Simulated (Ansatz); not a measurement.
# Si2Mo: what the fields show

```xyz
18
Lattice="4.7345 0.0000 0.0000 0.0000 7.6459 0.0000 0.0000 0.0000 6.5666" Properties=species:S:1:pos:R:3 pbc="T T T"
Si    3.5332    3.1954    5.4721
Si    1.1659    7.0183    5.4721
Si    1.1659    0.6276    1.0944
Si    3.5332    4.4505    1.0944
Si    2.3673    2.5677    3.2833
Si    0.0000    6.3906    3.2833
Si    3.5687    0.6276    5.4721
Si    1.2014    4.4505    5.4721
Si    1.2014    3.1954    1.0944
Si    3.5687    7.0183    1.0944
Si    0.0000    1.2552    3.2833
Si    2.3673    5.0781    3.2833
Mo    2.3673    0.0000    3.2833
Mo    0.0000    3.8229    3.2833
Mo    3.5509    1.9115    1.0944
Mo    1.1836    5.7344    1.0944
Mo    1.1836    1.9115    5.4721
Mo    3.5509    5.7344    5.4721
```

Space group C222; a structure from a database of computed crystals, not necessarily the ambient phase; changed on purpose from its base cell (strain +0.0350 x Voigt [1, -1, 0, 0, 0, 0], atoms carried along); computed without spin polarisation.

Theory: DFT PBEsol, scalar-relativistic, plane waves, PAW (Ansatz).

The density is the valence pseudo-density of a PAW calculation; it isn't the true density close to the nuclei.

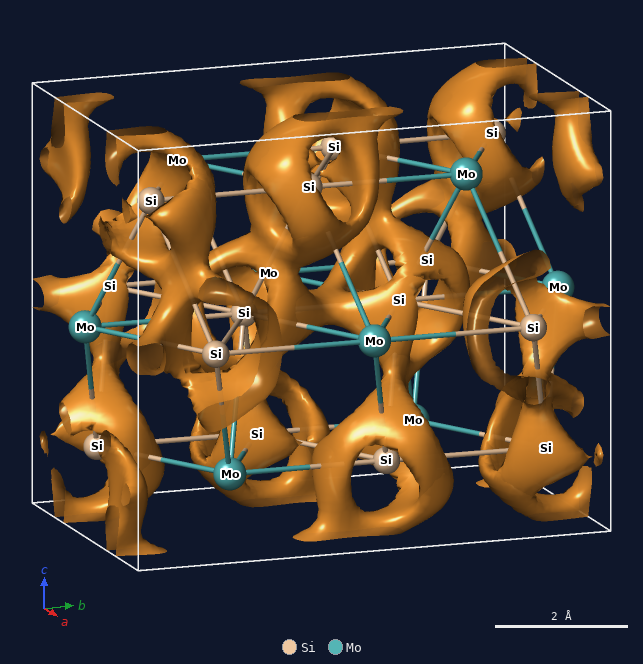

Figure 1. Isosurface of the electron localisation function at 0.65 (orange), seen slightly off an axis. Only the valence region is drawn (cores and ρ < 0.01 e/Å³ removed). Sticks mark near contacts.

### Describe the localisation domains.

At this value the surface marks out channels that run through the cell in one direction, counted in one cell of 18 atoms. Regions shared between cells count once. Along the contacts the grid gives the following. Si–Si (2.51 Å): the ELF peaks at about 0.70 between the atoms. Si–Mo (2.54 Å): the ELF peaks at about 0.70 in the valence shell of Si, 0.9 Å from its nucleus, and is about 0.40 at the midpoint.

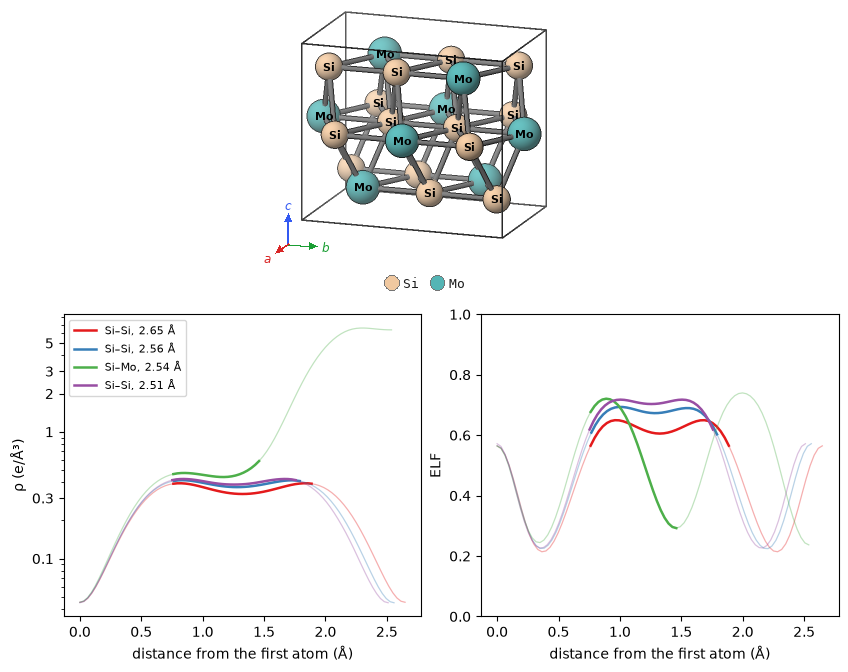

Figure 2. Valence electron density and ELF along straight lines between neighbouring atoms. Thin, pale parts lie inside the atomic spheres. The structure is drawn too.

### Compare the contacts.

Si–Si (2.65 Å): ρ at the midpoint is about 0.32 e/Å³; the ELF peaks at about 0.65 between the atoms.
Si–Si (2.56 Å): the density is about 0.37 e/Å³ at the midpoint; the ELF peaks at about 0.70 between the atoms.
Si–Mo (2.54 Å): ρ is about 0.45 e/Å³ halfway; the ELF peaks at about 0.70 in the valence shell of Si, 0.9 Å from its nucleus, and is about 0.40 at the midpoint.
Si–Si (2.51 Å): the density is about 0.38 e/Å³ at the midpoint; the ELF peaks at about 0.70 between the atoms.

### Does the calculation give a band gap?

It is gapless in this calculation (a metal or semimetal).
